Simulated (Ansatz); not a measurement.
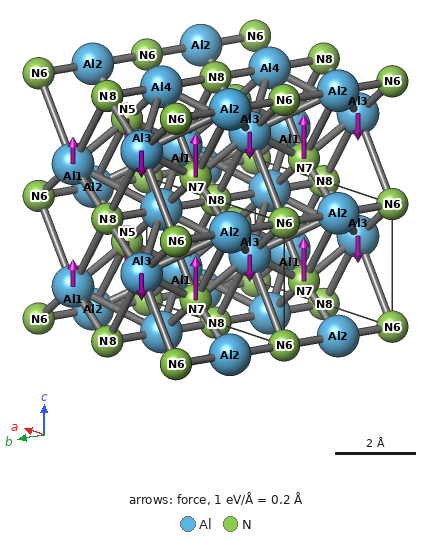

Starting geometry of crystalline AlN (a generated structure, set up in Pmma) (coarse preliminary run) with the computed forces as purple arrows. The picture is a ball-and-stick view of the cell of the calculation, repeated 1 × 2 × 2 with one cell outlined, seen from a free direction.

The calculation used Ansatz 0.2.0, DFT PBE, scalar-relativistic, plane waves, PAW. (plane-wave cutoff 420 eV; k-point mesh 4 × 6 × 6; occupations gaussian; smearing width 0.1 eV; no spin polarisation; cell and atoms relaxed; force threshold 0.04 eV/Å; at most 70 steps)

Is this structure relaxed? If not, where do the atoms go?

Answer. It isn't relaxed: the largest force vector, on N atoms, is 5.68 eV/Å. The atoms end up moving mostly along the starting forces (cosine between the two patterns 0.97). The energy falls by 1004 meV per atom in 8 accepted moves (10 points after the start). Largest force component: 5.7 eV/Å at the start, 0.0001 eV/Å at the end. The pressure goes from 75.63 to 0.02 GPa. The SCF was repeated twice at an unchanged geometry on a basis and grid sized afresh for the cell, which shifted the energy by 23.2 meV per atom at most. The largest moves relative to the cell, 0.42 Å, are those of Al1, Al3, N5 and N7. Al1 goes along +c. Largest moves by element: Al 0.42 Å, N 0.42 Å. The drawn cell changes as follows: a 5.874 → 5.758 Å (−2.0 %), b 3.345 → 4.068 Å (+21.6 %), c 3.167 → 2.879 Å (−9.1 %); the volume changes by +8.4 %. Among the contacts that change: Al1–N6 2.515 → 2.036 Å, Al1–Al2 2.494 → 2.878 Å, Al2–N6 1.672 → 2.034 Å, Al1–N6 (another image) 1.850 → 2.036 Å. Among the angles between lasting bonds that change: Al1–N5–Al1 122.6° → 180.0°, N5–Al1–N5 122.6° → 180.0°, Al1–N5–Al2 107.0° → 90.0°. The space group (tolerance 0.01 Å) goes from Pmma (No. 51) to Fm-3m (No. 225).
